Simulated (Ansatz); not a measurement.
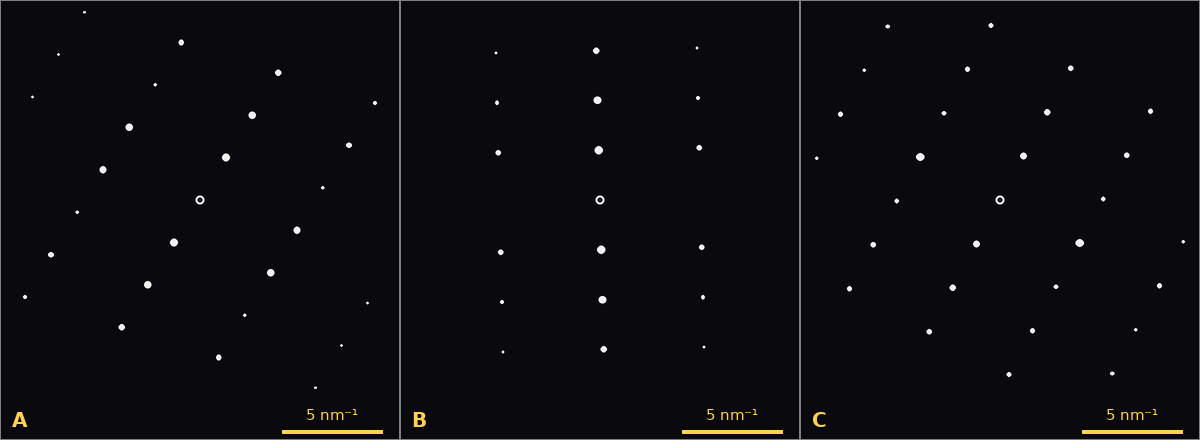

Simulated selected-area electron diffraction patterns (120 kV, kinematic approximation, thin crystal, B = 0.5 Å² for all atoms).

All three come from Al, space group Cmce (No. 64), a = 4.418 Å, b = 8.030 Å, c = 4.581 Å. Structure: coordinates from a relaxation with DFT r2SCAN, scalar-relativistic, plane waves, PAW (Ansatz); the starting structure was generated, so it need not be a known form of this composition.

| atom | site | symmetry | x | y | z |
| --- | --- | --- | --- | --- | --- |
| Al | 8f | m.. | 0.0000 | 0.8441 | 0.0700 |

Question: Assign the zone axes [001], [102], [201] to A, B and C.

Answer: A is [201]: centred rectangular net of 0 2 0 at d = 4.01 Å and 1 1 -2 at d = 1.97 Å, at 75.8°. B is [102]: rectangular net of 0 2 0 at d = 4.01 Å and 2 0 -1 (itself extinct) at d = 1.99 Å, at 90.0°. C is [001]: rectangular net of 0 2 0 at d = 4.01 Å and 2 0 0 at d = 2.21 Å, at 90.0°.
